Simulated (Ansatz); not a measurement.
System: MoS2.

```
CELL_PARAMETERS angstrom
3.16000 0.00000 0.00000
-1.58000 2.73664 0.00000
0.00000 0.00000 18.45000
ATOMIC_POSITIONS crystal
Mo 0.00000 0.00000 0.00000
Mo 0.66667 0.33333 0.33333
Mo 0.33333 0.66667 0.66667
S 0.33333 0.66667 0.08367
S 0.00000 0.00000 0.41700
S 0.66667 0.33333 0.75033
S 0.00000 0.00000 0.25000
S 0.66667 0.33333 0.58333
S 0.33333 0.66667 0.91667
```

Space group R3m.

Level of theory: Kohn-Sham DFT of a periodic cell, PBEsol, Ansatz PAW (Ansatz 0.2.0).

What can the converged valence pseudo-density and electron localisation function tell about the bonding?

Mo–S (2.39 Å): the density is about 0.63 e/Å³ at the midpoint; the ELF peaks at about 0.85 in the valence shell of S, 0.8 Å from its nucleus, and is about 0.45 at the midpoint.

Does the calculation make it a metal, or give it a gap?

It is gapped, with a Kohn–Sham gap of 0.91 eV on the k-point mesh (the band edges may lie off the mesh, which would make the gap smaller).

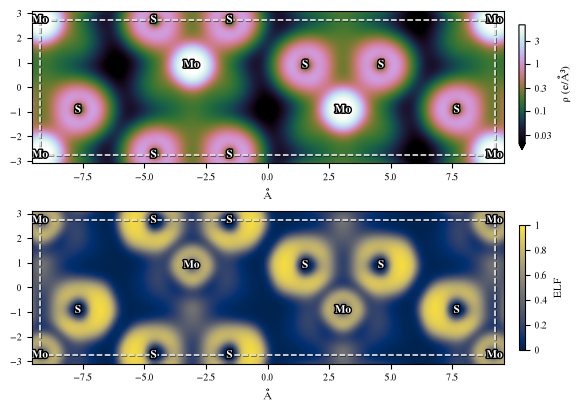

Computed valence pseudo-density and electron localisation function on the (110) plane of the conventional cell, in this order. 
